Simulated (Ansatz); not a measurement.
**Geometry relaxation, with input and output: TaN (part 1 of 3)**

- system: TaN (slab, 32 atoms in the cell)
- method: DFT PBE+D3(BJ), scalar-relativistic, plane waves, PAW, no spin polarisation (Ansatz 0.2.0)

The structure derives from an entry of the Crystallography Open Database. The input holds or restrains some coordinates. Forces given for the steps count only the free coordinates. It belongs to a series of runs on one base structure; here: clean slab, lower planes held.

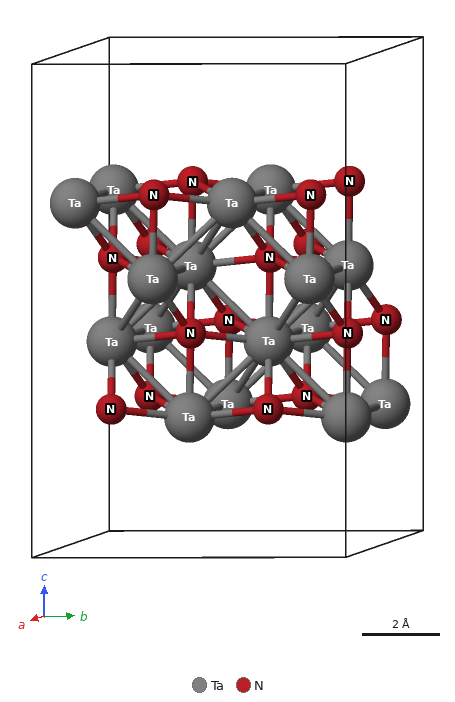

The input geometry (ball-and-stick view of the cell of the calculation, with the vacuum cut short, seen slightly off an axis). An atom can appear more than once, as a periodic image.

## Input
```yaml
crystal:
  lattice:
    - [5.8570264691, 0.0, 0.0]
    - [-2.9285132345, 7.676225948, 0.0]
    - [0.0, 0.0, 22.0280172621]
  atoms:
    - { symbol: Ta, position: [0.2159659585, 0.9319319171, 0.3631738574] }
    - { symbol: Ta, position: [0.2159659585, 0.4319319171, 0.3631738574] }
    - { symbol: Ta, position: [0.7159659585, 0.9319319171, 0.3631738574] }
    - { symbol: Ta, position: [0.7159659585, 0.4319319171, 0.3631738574] }
    - { symbol: "N", position: [0.8591591502, 0.7183183005, 0.3775766093] }
    - { symbol: "N", position: [0.8591591502, 0.2183183005, 0.3775766093] }
    - { symbol: "N", position: [0.3591591502, 0.7183183005, 0.3775766093] }
    - { symbol: "N", position: [0.3591591502, 0.2183183005, 0.3775766093] }
    - { symbol: Ta, position: [0.0751251088, 0.6502502176, 0.4495903685] }
    - { symbol: Ta, position: [0.0751251088, 0.1502502176, 0.4495903685] }
    - { symbol: Ta, position: [0.5751251088, 0.6502502176, 0.4495903685] }
    - { symbol: Ta, position: [0.5751251088, 0.1502502176, 0.4495903685] }
    - { symbol: "N", position: [0.7183183005, 0.436636601, 0.4639931204] }
    - { symbol: "N", position: [0.7183183005, 0.936636601, 0.4639931204] }
    - { symbol: "N", position: [0.2183183005, 0.436636601, 0.4639931204] }
    - { symbol: "N", position: [0.2183183005, 0.936636601, 0.4639931204] }
    - { symbol: Ta, position: [0.934284259, 0.3685685181, 0.5360068796] }
    - { symbol: Ta, position: [0.934284259, 0.8685685181, 0.5360068796] }
    - { symbol: Ta, position: [0.434284259, 0.3685685181, 0.5360068796] }
    - { symbol: Ta, position: [0.434284259, 0.8685685181, 0.5360068796] }
    - { symbol: "N", position: [0.5774774507, 0.1549549015, 0.5504096315] }
    - { symbol: "N", position: [0.5774774507, 0.6549549015, 0.5504096315] }
    - { symbol: "N", position: [0.0774774507, 0.1549549015, 0.5504096315] }
    - { symbol: "N", position: [0.0774774507, 0.6549549015, 0.5504096315] }
    - { symbol: Ta, position: [0.7934434093, 0.0868868185, 0.6224233907] }
    - { symbol: Ta, position: [0.7934434093, 0.5868868185, 0.6224233907] }
    - { symbol: Ta, position: [0.2934434093, 0.0868868185, 0.6224233907] }
    - { symbol: Ta, position: [0.2934434093, 0.5868868185, 0.6224233907] }
    - { symbol: "N", position: [0.436636601, 0.873273202, 0.6368261426] }
    - { symbol: "N", position: [0.436636601, 0.373273202, 0.6368261426] }
    - { symbol: "N", position: [0.936636601, 0.873273202, 0.6368261426] }
    - { symbol: "N", position: [0.936636601, 0.373273202, 0.6368261426] }
basis:
  ecutwfc: 420
kpoints:
  mp_grid: { grid: [4, 3, 1] }
hamiltonian:
  xc: pbe
  dispersion: d3bj
scf:
  occupations: { method: gaussian, width: 0.1 }
output:
  forces: true
  eigenvalues: true
  write_density: true
  write_potential: true
  elf: true
  volumetric_format: npy
relax:
  adjacent_minimum: "off"
  f_tol: 0.03
  max_steps: 70
  constraints: [{ sites: [0, 1, 2, 3, 4, 5, 6, 7, 8, 9, 10, 11, 12, 13, 14, 15] }]
efield:
  axis: 3
  dipole_correction: true
  ramp_width: 0.04
```

Hardware: 4 threads of Intel Xeon (Granite Rapids), 32 GiB of memory available, shared host.

Launched with:
```bash
ansatz run input.yaml --threads 4 --pin off --max-ram 10240MiB --backend cpu --events-out ev --progress --plain --runs-dir out
```

## Output
```
Warning: crystal.symmetry: narrowed to the stabiliser of the k-point mesh — unitary ops 8 → 4; excluded 4 operations that carry a point of the 4×3×1 mesh (shift [0, 0, 0]) off the mesh (the run samples exactly the mesh kpoints.mp_grid names, as under crystal.symmetry.detect: false, and its converged state has the mesh's symmetry, not the crystal's; ε∞, the Born charges and the force constants of a linear response (`dielectric:` by the response, `phonons.method: dfpt`) are averaged over those of the crystal's operations that the state keeps within a tolerance, where `mesh_tensors`, `unaveraged_element` or `gamma_mean_max_change_ev_ang2` stands beside them; a row that `dielectric.field_direction` solves alone is averaged likewise, with nothing beside; a Γ-centred mesh of equal divisions is mapped onto itself by every operation and keeps the whole group, as does a half-shifted one under kpoints.further_shifts: images)
Engine: ansatz 0.2.0, x86_64-unknown-linux-gnu
Pseudopotentials: kind: paw
Pseudopotential: Ta, paw, valence charge 13, recommended cutoff 420 eV (normal), Ta.paw.azcp
Pseudopotential: N, paw, valence charge 5, recommended cutoff 420 eV (normal), N.paw.azcp
Functional definition: PBE
  parameter kappa = 0.804
  parameter beta = 0.06672455060314922
  exchange = pbe_x(kappa = kappa, mu = beta*pi^2/3)
  correlation = pbe_c(beta = beta)
Crystal: 32 atoms, lattice volume = 990.377 Å³
Basis set: ecut = 420 eV, 19389 PW (Γ), exchange–correlation on 80×120×300 points (8 copies of the dense FFT grid, shifted against one another)
Bands: 176, of which v1, the nominal top of the filled ones, is band 144 counted from 1 (143 counted from 0)
Symmetry: 4 space group operations
k-points: 7 of 12 (time reversal used)
Non-local potential: Ta, projectors of the file, l = 0: 3, l = 1: 2, l = 2: 2, l = 3: 1
Non-local potential: N, projectors of the file, l = 0: 2, l = 1: 2, l = 2: 1
PAW form: soft (Blöchl's): semilocal exchange-correlation on the pseudo side does not see the compensation charge
PAW one-centre angular grid: Ta, 590 points (default); XC on 64 Gauss nodes
PAW one-centre angular grid: N, 110 points (default); XC on 64 Gauss nodes
Initial density: superposition of atomic densities (neutral atoms: chi_scale 0, normalization atom), corrected by the library's trained network
Initial wavefunctions: pseudopotential atomic-orbital guess
Functional: x = pbe(κ = 0.804, μ = 0.2195149727645171), c = pbe(β = 0.06672455060314922)
SCF iter   1: F=—  HF=-165089.130426 eV  |F-HF|=—  |Δ(HF+E_count)|=         —  Δρ=6.43e-3  dr2=1.06e0  ethr=1.77e-3  p=-0.046 e·Å  D=-8.33e-3 V/Å  ΔV_dip=0.18 eV  dr2_dipole=5.71e-1  V_vac-E_F(+/−)=3.98/3.80 eV  ⟨swp⟩=9.7  Hψ=6588  notcnv=0  defer=7
efield: sawtooth ramp at fractional position 0.9800 (placed from the atoms, in the widest stretch of the axis that holds none; the zero of the levels goes with the place), width 0.0400; the density the first Hamiltonian is built on has a dipole p = -0.046 e·Å; the dipole correction subtracts the counter field D = -8.33e-3 V/Å, which shifts the + side's vacuum level by +0.18 eV against the − side's; the planar-averaged density in the ramp window peaks in size at 3.5e-5 e/Å³
preconditioner: auto → LDOS  [metal: Δε(μ)=0.018 eV  Ē_g=8.427 eV  σ=0.100 eV  W_gap=0.10  n_scr=172 (ndim 8)  ℏωp=14.9 eV  f_vac=0.568  D(μ)=20.11/eV (n_scr^D=124)  β→1.0]
SCF iter   2: F=—  HF=-165089.065360 eV  |F-HF|=—  |Δ(HF+E_count)|=   6.51e-2  Δρ=3.08e-3  dr2=3.99e-1  ethr=3.70e-4  p=0.082 e·Å  D=1.50e-2 V/Å  ΔV_dip=-0.33 eV  dr2_dipole=9.79e-2  V_vac-E_F(+/−)=3.71/4.04 eV  ⟨swp⟩=3.0  Hψ=1893  notcnv=0  defer=158
SCF iter   3: F=—  HF=-165089.080183 eV  |F-HF|=—  |Δ(HF+E_count)|=   1.48e-2  Δρ=1.62e-3  dr2=8.24e-2  ethr=1.39e-4  p=0.073 e·Å  D=1.33e-2 V/Å  ΔV_dip=-0.29 eV  dr2_dipole=1.89e-2  V_vac-E_F(+/−)=3.74/4.03 eV  ⟨swp⟩=2.0  Hψ=1577  notcnv=0  defer=158
SCF iter   4: F=—  HF=-165089.066729 eV  |F-HF|=—  |Δ(HF+E_count)|=   1.35e-2  Δρ=5.94e-4  dr2=1.61e-2  ethr=2.86e-5  p=0.098 e·Å  D=1.80e-2 V/Å  ΔV_dip=-0.40 eV  dr2_dipole=4.79e-3  V_vac-E_F(+/−)=3.70/4.10 eV  ⟨swp⟩=2.1  Hψ=1535  notcnv=0  defer=158
SCF iter   5: F=—  HF=-165089.066895 eV  |F-HF|=—  |Δ(HF+E_count)|=   1.66e-4  Δρ=2.13e-4  dr2=1.47e-3  ethr=5.59e-6  p=0.107 e·Å  D=1.96e-2 V/Å  ΔV_dip=-0.43 eV  dr2_dipole=2.16e-4  V_vac-E_F(+/−)=3.69/4.12 eV  ⟨swp⟩=2.0  Hψ=1457  notcnv=0  defer=141
SCF iter   6: F=—  HF=-165089.067133 eV  |F-HF|=—  |Δ(HF+E_count)|=   2.38e-4  Δρ=7.92e-5  dr2=1.67e-4  ethr=5.10e-7  p=0.110 e·Å  D=2.02e-2 V/Å  ΔV_dip=-0.44 eV  dr2_dipole=1.15e-5  V_vac-E_F(+/−)=3.69/4.13 eV  ⟨swp⟩=2.3  Hψ=1559  notcnv=0  defer=141
SCF iter   7: F=-165089.067210 eV  HF=-165089.067206 eV  |F-HF|=4.30e-6  |Δ(HF+E_count)|=   7.25e-5  Δρ=4.15e-5  dr2=2.12e-5  ethr=7.81e-9  p=0.112 e·Å  D=2.05e-2 V/Å  ΔV_dip=-0.45 eV  dr2_dipole=2.48e-7  V_vac-E_F(+/−)=3.69/4.14 eV  ⟨swp⟩=27.9  Hψ=14886  notcnv=0
SCF 1 converged in 7 iterations: F = -165089.067210 eV  dr2 = 2.12e-5
  greatest PAW one-centre occupation: 0.999 electrons in one spin orbital (limit 2), on the Ta atom at site 11 (counted from 0), in its partial waves of l = 0
relax step   1: F+E_penalty+E_count = -165089.06720986 eV  Δ(F+E_penalty+E_count) = +0.000e0 eV  max|allowed force component| = 1.498e0 eV/Å  Δτ_max = 0.0000 Å  (7 SCF iters, dr2 threshold 2.25e-5 eV, accepted)
Initial density: handed on by an earlier stage of this run
Initial wavefunctions: those handed on with the density
iter 1 solved again at ethr=2.15e-4 eV; its pass at ethr=3.10e-3 eV (dr2=6.18e-1 eV) is discarded
SCF iter   1: F=—  HF=-165089.723311 eV  |F-HF|=—  |Δ(HF+E_count)|=         —  Δρ=5.28e-3  dr2=5.65e-1  ethr=2.15e-4  p=0.112 e·Å  D=2.05e-2 V/Å  ΔV_dip=-0.45 eV  dr2_dipole=1.61e-1  V_vac-E_F(+/−)=3.67/4.12 eV  ⟨swp⟩=2.0  Hψ=3775  notcnv=0  defer=157
efield: sawtooth ramp at fractional position 0.9800 (handed on by an earlier solve), width 0.0400; the density the first Hamiltonian is built on has a dipole p = 0.112 e·Å; the dipole correction subtracts the counter field D = 2.05e-2 V/Å, which shifts the + side's vacuum level by -0.45 eV against the − side's; the planar-averaged density in the ramp window peaks in size at 4.9e-6 e/Å³
preconditioner: auto → LDOS  [metal: Δε(μ)=0.036 eV  Ē_g=8.488 eV  σ=0.100 eV  W_gap=0.20  n_scr=172 (ndim 8)  ℏωp=14.9 eV  f_vac=0.566  D(μ)=22.27/eV (n_scr^D=138)  β→1.0]
SCF iter   2: F=—  HF=-165089.651395 eV  |F-HF|=—  |Δ(HF+E_count)|=   7.19e-2  Δρ=3.08e-3  dr2=1.62e-1  ethr=1.96e-4  p=0.169 e·Å  D=3.10e-2 V/Å  ΔV_dip=-0.68 eV  dr2_dipole=3.46e-3  V_vac-E_F(+/−)=3.47/4.15 eV  ⟨swp⟩=3.0  Hψ=2282  notcnv=0  defer=157
SCF iter   3: F=—  HF=-165089.615105 eV  |F-HF|=—  |Δ(HF+E_count)|=   3.63e-2  Δρ=7.92e-4  dr2=1.91e-2  ethr=5.62e-5  p=0.155 e·Å  D=2.84e-2 V/Å  ΔV_dip=-0.63 eV  dr2_dipole=3.17e-3  V_vac-E_F(+/−)=3.53/4.16 eV  ⟨swp⟩=2.7  Hψ=2172  notcnv=0  defer=157
SCF iter   4: F=—  HF=-165089.610886 eV  |F-HF|=—  |Δ(HF+E_count)|=   4.22e-3  Δρ=2.18e-4  dr2=1.54e-3  ethr=6.63e-6  p=0.161 e·Å  D=2.94e-2 V/Å  ΔV_dip=-0.65 eV  dr2_dipole=3.25e-4  V_vac-E_F(+/−)=3.51/4.16 eV  ⟨swp⟩=3.4  Hψ=2558  notcnv=0  defer=154
SCF iter   5: F=—  HF=-165089.610801 eV  |F-HF|=—  |Δ(HF+E_count)|=   8.47e-5  Δρ=9.73e-5  dr2=3.59e-4  ethr=5.36e-7  p=0.163 e·Å  D=2.97e-2 V/Å  ΔV_dip=-0.66 eV  dr2_dipole=2.90e-5  V_vac-E_F(+/−)=3.51/4.17 eV  ⟨swp⟩=2.3  Hψ=1818  notcnv=0  defer=154
SCF iter   6: F=-165089.610805 eV  HF=-165089.610833 eV  |F-HF|=2.88e-5  |Δ(HF+E_count)|=   3.25e-5  Δρ=3.63e-5  dr2=4.54e-5  ethr=3.47e-8  p=0.164 e·Å  D=2.99e-2 V/Å  ΔV_dip=-0.66 eV  dr2_dipole=3.11e-6  V_vac-E_F(+/−)=3.51/4.17 eV  ⟨swp⟩=28.3  Hψ=15488  notcnv=0
SCF 2 converged in 6 iterations: F = -165089.610805 eV  dr2 = 4.54e-5
[... from here on the iterations of each SCF are left out, up to the last one ...]
relax step   2: F+E_penalty+E_count = -165089.61080453 eV  Δ(F+E_penalty+E_count) = -5.436e-1 eV  max|allowed force component| = 8.548e-1 eV/Å  Δτ_max = 0.0946 Å  (6 SCF iters, dr2 threshold 1.00e-4 eV, accepted)
efield: sawtooth ramp at fractional position 0.9800 (handed on by an earlier solve), width 0.0400; the density the first Hamiltonian is built on has a dipole p = 0.164 e·Å; the dipole correction subtracts the counter field D = 2.99e-2 V/Å, which shifts the + side's vacuum level by -0.66 eV against the − side's; the planar-averaged density in the ramp window peaks in size at 4.6e-6 e/Å³
preconditioner: auto → LDOS  [metal: Δε(μ)=0.006 eV  Ē_g=8.534 eV  σ=0.100 eV  W_gap=0.03  n_scr=172 (ndim 8)  ℏωp=14.9 eV  f_vac=0.566  D(μ)=22.65/eV (n_scr^D=138)  β→1.0]
SCF 3 converged in 7 iterations: F = -165089.771359 eV  dr2 = 8.70e-6
relax step   3: F+E_penalty+E_count = -165089.77135872 eV  Δ(F+E_penalty+E_count) = -1.606e-1 eV  max|allowed force component| = 3.783e-1 eV/Å  Δτ_max = 0.0697 Å  (7 SCF iters, dr2 threshold 4.57e-5 eV, accepted)
efield: sawtooth ramp at fractional position 0.9800 (handed on by an earlier solve), width 0.0400; the density the first Hamiltonian is built on has a dipole p = 0.165 e·Å; the dipole correction subtracts the counter field D = 3.02e-2 V/Å, which shifts the + side's vacuum level by -0.67 eV against the − side's; the planar-averaged density in the ramp window peaks in size at 4.5e-6 e/Å³
preconditioner: auto → LDOS  [metal: Δε(μ)=0.013 eV  Ē_g=8.528 eV  σ=0.100 eV  W_gap=0.07  n_scr=172 (ndim 8)  ℏωp=14.9 eV  f_vac=0.566  D(μ)=24.04/eV (n_scr^D=146)  β→1.0]
SCF 4 converged in 7 iterations: F = -165089.806859 eV  dr2 = 5.91e-6
relax step   4: F+E_penalty+E_count = -165089.80685904 eV  Δ(F+E_penalty+E_count) = -3.550e-2 eV  max|allowed force component| = 1.938e-1 eV/Å  Δτ_max = 0.0436 Å  (7 SCF iters, dr2 threshold 2.80e-5 eV, accepted)
efield: sawtooth ramp at fractional position 0.9800 (handed on by an earlier solve), width 0.0400; the density the first Hamiltonian is built on has a dipole p = 0.151 e·Å; the dipole correction subtracts the counter field D = 2.76e-2 V/Å, which shifts the + side's vacuum level by -0.61 eV against the − side's; the planar-averaged density in the ramp window peaks in size at 4.3e-6 e/Å³
preconditioner: auto → LDOS  [metal: Δε(μ)=0.009 eV  Ē_g=8.522 eV  σ=0.100 eV  W_gap=0.05  n_scr=172 (ndim 8)  ℏωp=14.9 eV  f_vac=0.565  D(μ)=24.12/eV (n_scr^D=146)  β→1.0]
SCF 5 converged in 5 iterations: F = -165089.811471 eV  dr2 = 2.11e-6
relax step   5: F+E_penalty+E_count = -165089.81147149 eV  Δ(F+E_penalty+E_count) = -4.612e-3 eV  max|allowed force component| = 2.600e-2 eV/Å  Δτ_max = 0.0123 Å  (5 SCF iters, dr2 threshold 7.36e-6 eV, accepted)
iter 1 solved again at ethr=7.76e-10 eV; its pass at ethr=3.10e-3 eV (dr2=2.24e-6 eV) is discarded
SCF iter   1: F=—  HF=-165089.811760 eV  |F-HF|=—  |Δ(HF+E_count)|=         —  Δρ=9.48e-6  dr2=2.22e-6  ethr=7.76e-10  p=0.151 e·Å  D=2.76e-2 V/Å  ΔV_dip=-0.61 eV  dr2_dipole=7.35e-8  V_vac-E_F(+/−)=3.60/4.21 eV  ⟨swp⟩=1.0  Hψ=2898  notcnv=0
efield: sawtooth ramp at fractional position 0.9800 (handed on by an earlier solve), width 0.0400; the density the first Hamiltonian is built on has a dipole p = 0.151 e·Å; the dipole correction subtracts the counter field D = 2.76e-2 V/Å, which shifts the + side's vacuum level by -0.61 eV against the − side's; the planar-averaged density in the ramp window peaks in size at 4.3e-6 e/Å³
preconditioner: auto → LDOS  [metal: Δε(μ)=0.009 eV  Ē_g=8.524 eV  σ=0.100 eV  W_gap=0.05  n_scr=172 (ndim 8)  ℏωp=14.9 eV  f_vac=0.565  D(μ)=24.09/eV (n_scr^D=146)  β→1.0]
SCF iter   2: F=—  HF=-165089.811473 eV  |F-HF|=—  |Δ(HF+E_count)|=   2.87e-4  Δρ=8.83e-6  dr2=9.74e-7  ethr=7.72e-10  p=0.152 e·Å  D=2.77e-2 V/Å  ΔV_dip=-0.61 eV  dr2_dipole=1.16e-9  V_vac-E_F(+/−)=3.60/4.21 eV  ⟨swp⟩=3.0  Hψ=2137  notcnv=0
SCF iter   3: F=—  HF=-165089.811473 eV  |F-HF|=—  |Δ(HF+E_count)|=   8.43e-8  Δρ=3.46e-6  dr2=2.48e-7  ethr=3.38e-10  p=0.152 e·Å  D=2.77e-2 V/Å  ΔV_dip=-0.61 eV  dr2_dipole=9.51e-9  V_vac-E_F(+/−)=3.60/4.21 eV  ⟨swp⟩=2.6  Hψ=2052  notcnv=0
SCF iter   4: F=-165089.811473 eV  HF=-165089.811473 eV  |F-HF|=3.07e-8  |Δ(HF+E_count)|=   7.97e-8  Δρ=1.61e-6  dr2=5.79e-8  ethr=3.47e-11  p=0.152 e·Å  D=2.77e-2 V/Å  ΔV_dip=-0.61 eV  dr2_dipole=1.43e-9  V_vac-E_F(+/−)=3.60/4.21 eV  ⟨swp⟩=16.9  Hψ=10250  notcnv=0
SCF 6 converged in 4 iterations: F = -165089.811473 eV  dr2 = 5.79e-8
relax step   6: F+E_penalty+E_count = -165089.81147286 eV  Δ(F+E_penalty+E_count) = -1.363e-6 eV  max|allowed force component| = 2.593e-2 eV/Å  Δτ_max = 0.0000 Å  (4 SCF iters, accepted)
```

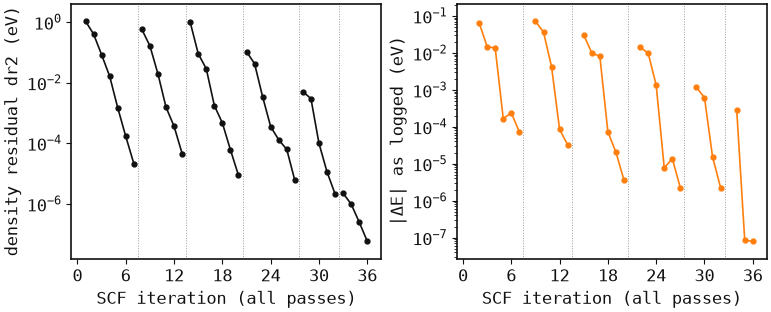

Convergence of the self-consistent field: density residual dr2 and size of the energy change against the SCF iteration. The dotted lines part the SCF passes of the relaxation: geometry steps, rejected trials and re-solves on a re-selected basis. The 6 passes take 4 to 7 iterations each, 36 in all.

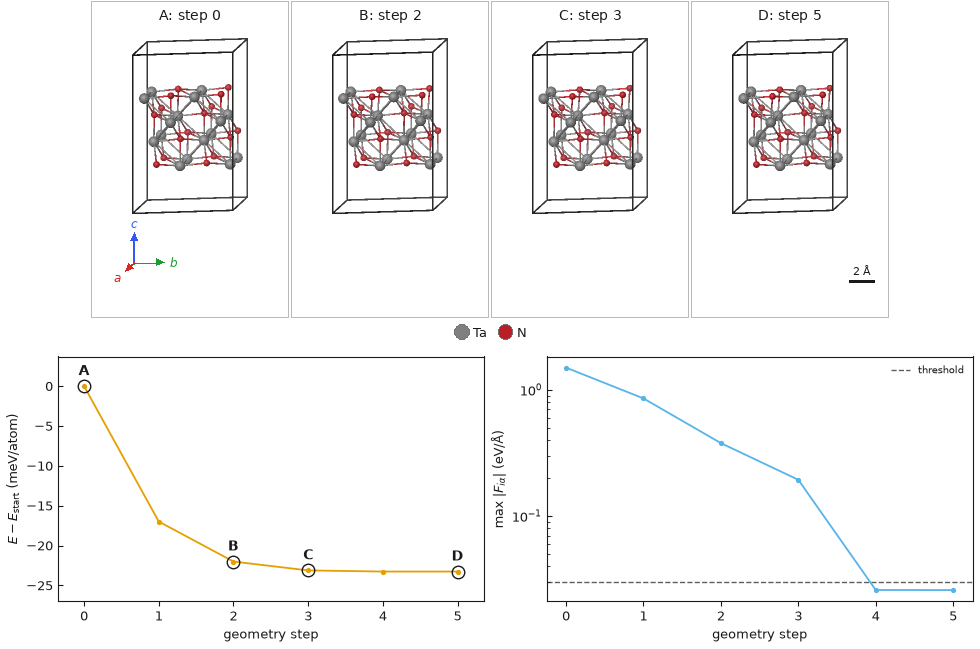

Frames of the restrained relaxation (ball-and-stick view of the cell of the calculation, with the vacuum cut short, seen slightly off an axis) above the curves, on which the letters mark them (the first geometry is step 0 here and step 1 in the log).

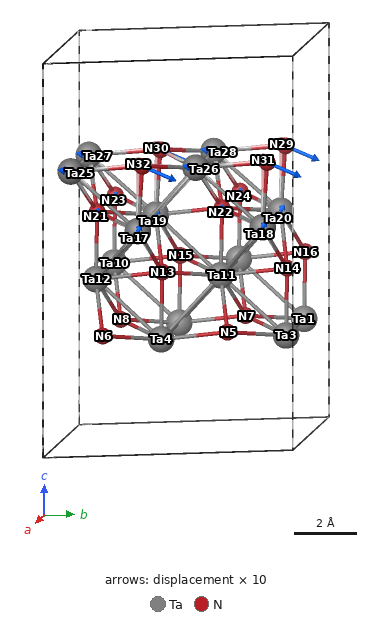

Start (faint) and end (solid) with the displacements as blue arrows, magnified 10 times (ball-and-stick view of the cell of the calculation, with the vacuum cut short, seen slightly off an axis). After 5 geometry steps the energy has fallen by 23.3 meV per atom. Largest force component: 1.5 eV/Å at the start, 0.026 eV/Å at the end. The largest moves, 0.14 Å, are those of N29, N30, N31 and N32. Largest moves by element: N 0.14 Å, Ta 0.05 Å. The lattice vectors keep their values. Among the contacts that change: Ta25–N32 2.221 → 2.390 Å, Ta25–N29 2.221 → 2.087 Å, Ta17–N32 2.221 → 2.152 Å, Ta17–Ta26 2.929 → 2.879 Å. Among the angles that change: Ta25–N29–Ta27 82.5° → 89.1°, Ta20–N29–Ta25 82.5° → 85.6°, Ta25–N29–Ta28 135.3° → 133.1°. (Atoms are counted from 1 in the order of the input.)
